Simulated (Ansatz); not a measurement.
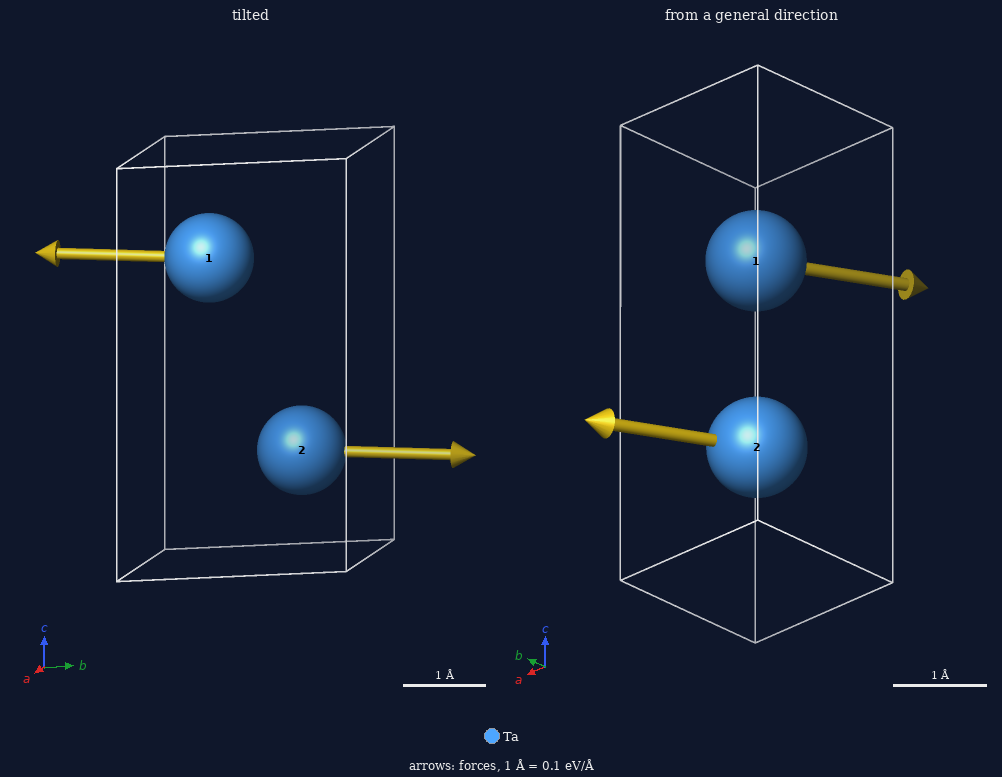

The figure gives a spheres-only picture of the atoms, viewed slightly off an axis and from a general direction. The outline marks the simulation cell. The arrows are the computed forces on the atoms.

System: Ta. The calculation: Ansatz 0.2.0, DFT r2SCAN, scalar-relativistic, plane waves, PAW, with plane waves to 500 eV, 24×24×12 k-points, Gaussian smearing of 0.15 eV, no spin polarisation.

> Do the forces show a relaxed structure?

No. The atoms still feel forces of up to about 0.17 eV/Å, above a usual threshold of 0.01 to 0.03 eV/Å.

> Which atom carries the strongest force?

Ta1 and Ta2, about 0.17 eV/Å.

The model was built from a structure listed in the Materials Project. The cell was then strained or its atoms displaced on purpose. Ansatz was used for an electronic-structure calculation on it.
